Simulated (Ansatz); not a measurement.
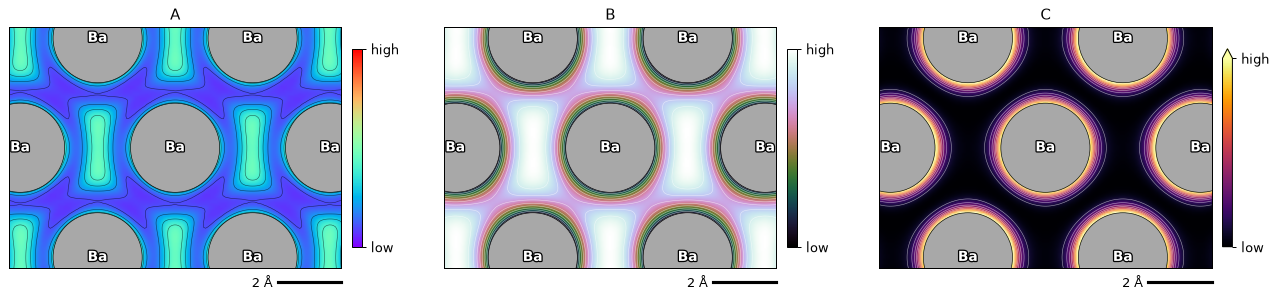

Ba: 3 fields on the (011̄) plane of the conventional cell, with unlabelled colour scales. Grey discs cover the atomic cores.

Space group Im-3m.

Method: DFT PBEsol, scalar-relativistic, plane waves, PAW in Ansatz 0.2.0.

### Match the panels to the quantities (electron localisation function, electrostatic potential energy of an electron and valence pseudo-density).

Panel A: electron localisation function. Panel B: electrostatic potential energy of an electron (low next to the atoms, rising into the space between them). Panel C: valence pseudo-density. From the grid: Ba–Ba (4.22 Å): ρ at the midpoint is about 0.04 e/Å³; the ELF is about 0.10 at the midpoint; no localised pair shows between them.
